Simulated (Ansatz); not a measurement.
HfO2

Input

```
crystal:
  lattice:
    - [3.6043048131, 0.0, 0.0]
    - [0.0, 3.6043048131, 0.0]
    - [0.0, 0.0, 5.2639671549]
  atoms:
    - { symbol: Hf, position: [0.4924369095, 0.5, 0.5] }
    - { symbol: Hf, position: [-0.0075630905, 0.0, 0.0] }
    - { symbol: O, position: [0.0011415256, 0.5, 0.6932521152] }
    - { symbol: O, position: [0.5011415256, 0.0, 0.8067478848] }
    - { symbol: O, position: [0.5832338039, 0.0, 0.3067478848] }
    - { symbol: O, position: [0.0832338039, 0.5, 0.1932521152] }
basis:
  ecutwfc: 420
kpoints:
  mp_grid: { grid: [6, 6, 4] }
hamiltonian:
  xc: pbe
scf:
  occupations: { method: gaussian, width: 0.05 }
output:
  forces: true
  stress: true
  eigenvalues: true
  write_density: true
  write_potential: true
  elf: true
  volumetric_format: npy
```

Run with:

```sh
ansatz run input.yaml --threads 2 --pin off --max-ram 5120MiB --backend cpu --events-out ev --progress --plain --runs-dir out
```

Below, planes, directions and counts refer to the conventional cell (a = 3.60 Å, b = 5.26 Å, c = 3.60 Å, α = 90.00°, β = 90.00°, γ = 90.00°).

Space group Pmn2₁; a structure from a database of computed crystals, not necessarily the ambient phase; not relaxed (largest force 0.6 eV/Å).

Computed with Ansatz 0.2.0, DFT PBE, scalar-relativistic, plane waves, PAW.

In a PAW calculation such maps are meaningful between the atoms, not at the nuclei.

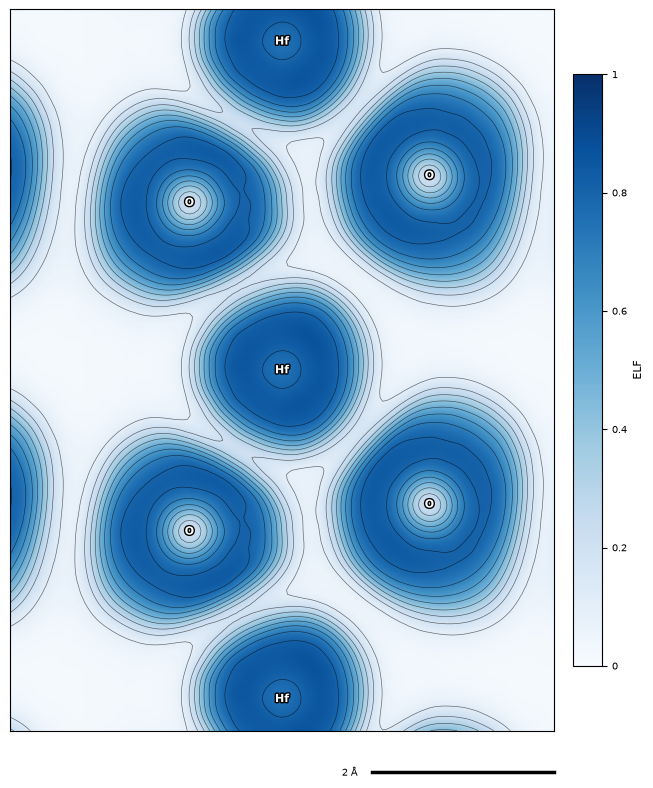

Figure 1. Electron localisation function on the (100) plane of the conventional cell.

What does the map show?

- The section cuts through Hf and O sites.
- Hf–O (2.04 Å): the ELF peaks at about 0.85 in the valence shell of O, 0.6 Å from its nucleus, and drops to about 0.20 between the two atoms: no localised pair shows between them.
- Hf–O (2.10 Å): the ELF peaks at about 0.85 in the valence shell of O, 0.6 Å from its nucleus, and drops to about 0.20 between the two atoms (no shared electron pair shows on this line).
- Hf–O (2.19 Å): the ELF peaks at about 0.85 in the valence shell of O, 0.6 Å from its nucleus, and drops to about 0.15 between the two atoms; no shared electron pair shows on this line.
- The features right at Hf lie inside the PAW spheres, where the map follows smoothed inner orbitals and isn't to be read closely.

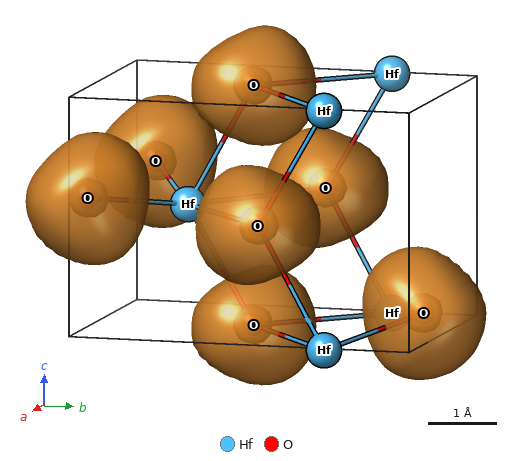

Figure 2. Isosurface of the ELF at 0.6 (orange), seen slightly off an axis. Only the valence region is drawn (cores and ρ < 0.01 e/Å³ removed). Sticks mark near contacts.

Where are the electrons localised?

The surface consists of four regions wrapped around O (the valence shell of each), counted in one cell of 6 atoms. Any copies at cell faces, edges or corners count once.

Does the calculation give a band gap?

It is gapped, with a Kohn–Sham gap of 4.4 eV on the k-point mesh, an upper bound to the gap of this method.
